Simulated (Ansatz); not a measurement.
# ZnS (P6_3mc): how ε∞ follows the gap

The empty bands of ZnS (P6_3mc) are shifted up rigidly by Δ, and ε∞ along x is computed for each shift. x, y and z are the Cartesian axes of the input cell.

The structure is hexagonal, space group P6_3mc (No. 186). The conventional cell has a = 3.811 Å, b = 3.811 Å, c = 6.234 Å, α = 90.00°, β = 90.00°, γ = 120.00°. Around Zn on site b lie 4 S at 2.31 to 2.40 Å. S on site b is surrounded by 4 Zn at 2.31 to 2.40 Å.

Method: Ansatz 0.2.0, PBE, independent particles, k-mesh 9×9×4 with interpolation inside its cells, Gaussian parameter 0.1 eV.

Launch of the response step: `ansatz run input.yaml --threads 4 --pin off --max-ram 8192MiB --backend cpu --events-out ev --progress --plain --runs-dir out`. The series took 4.7 min in all, on 4 threads of Arm Neoverse V1, with other jobs on the host.

| Δ (eV) | ε∞ along x |
| --- | --- |
| 0.00 | ? |
| 0.40 | 5.912 |
| 0.80 | 5.633 |
| 1.20 | 5.387 |
| 1.60 | 5.168 |
| 2.00 | 4.971 |

With one effective transition at E₀ and fixed dipole strength, ε∞ − 1 = A/(E₀ + Δ), so 1/(ε∞ − 1) is linear in Δ.

Working, on the rows shown:

| x = Δ (eV) | y = 1/(ε∞ − 1) |
| --- | --- |
| 0.4 | 0.203583 |
| 0.8 | 0.215843 |
| 1.2 | 0.227946 |
| 1.6 | 0.239923 |
| 2 | 0.251826 |

Means: x̄ = 1.2, ȳ = 0.22782. Σ(x − x̄)(y − ȳ) = 0.04823, Σ(x − x̄)² = 1.6. Slope = 0.04823 / 1.6 = 0.03014; intercept = ȳ − slope · x̄ = 0.19165. Turned back into ε∞ along x, the line misses the rows shown by at most 0.0031.

Question: Predict the last column of the withheld row from the fit.

Answer: At x = 0 the line gives y = 0.19165, that is 6.218. The run gave 6.232, so the extrapolation is off by 0.014, 1.1 % of the range in the table.

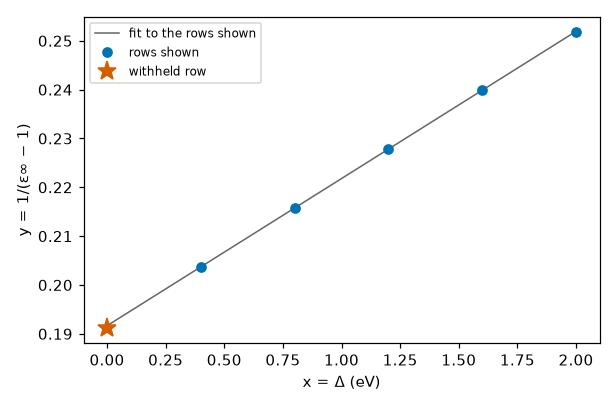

Refitted with all rows, the slope is 0.03033 and the intercept 0.19138. These give E₀ = intercept/slope = 6.3 eV, far above the least direct gap of 2.25 eV: most of the screening comes from transitions well over the edge. Over the first step ε∞ falls by 13 % per eV. The cell comes from an older database entry, whose edges can be off by a per cent or so. Excitons are left out and so are local fields; PBE gaps are as a rule too small.
